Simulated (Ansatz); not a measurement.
Given this structure:

```xyz
5
Lattice="2.7761 0.0000 0.0000 -1.3880 2.4042 0.0000 0.0000 0.0000 6.9687" Properties=species:S:1:pos:R:3 pbc="T T T"
Al    0.0000    0.0000    5.4213
Al    0.0000    0.0000    1.5474
O     0.0000    1.6028    4.8743
O     1.3880    0.8014    2.0944
O     0.0000    0.0000    0.0000
```

Interpret the file: composition, symmetry and coordination.

The formula is Al₂O₃. Symmetry: P-3m1 (No. 164), primitive hexagonal lattice. There are 5 atoms in the cell: 2 Al, 3 O. Each Al has four O in a distorted tetrahedral arrangement at 1.55 to 1.69 Å. O takes two kinds of site: 2d with three Al in a trigonal pyramidal arrangement at 1.69 Å; 1a with two Al in a linear arrangement at 1.55 Å. The bonds build Al2O3 layers parallel to (001).

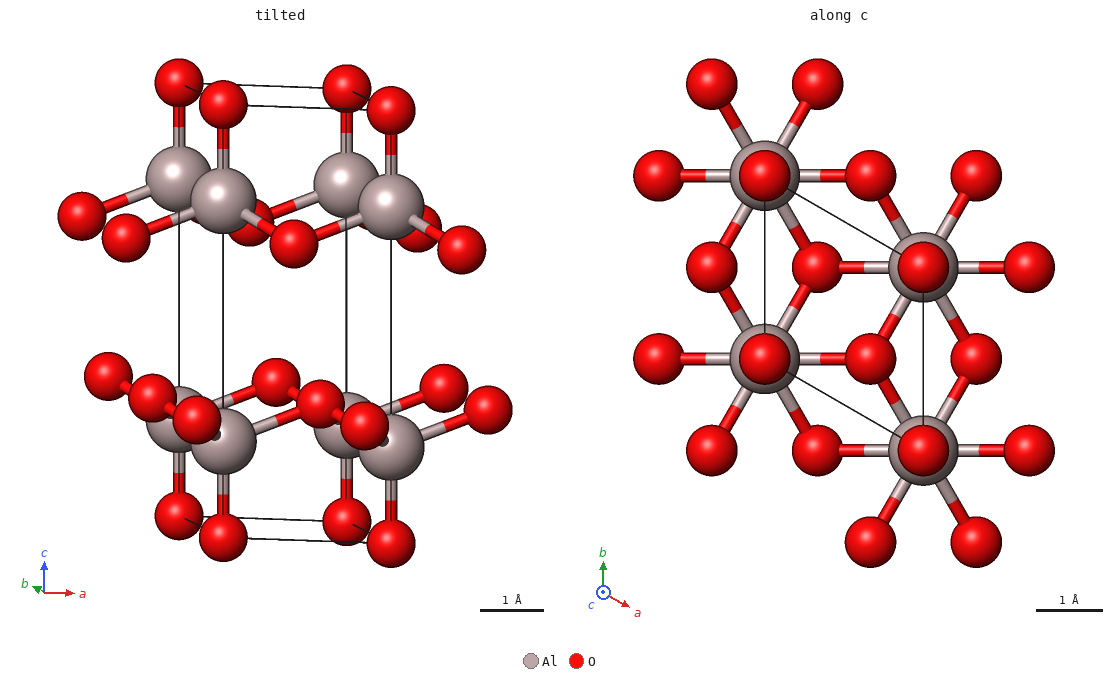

Crystal structure, ball-and-stick style, seen slightly off an axis and along the c axis. The frame is the conventional unit cell; atoms at its boundary are shown with their periodic copies. A few atoms beyond the faces are included.

The structure was taken from a structure listed in the Materials Project. The cell was then strained or its atoms displaced on purpose. Ansatz was used for an electronic-structure calculation on it.

At this level of theory the cell isn't at rest (compressed, at 53 GPa and forces up to 2.8 eV/Å), so its distances can differ from those at equilibrium, the more so the softer the solid.
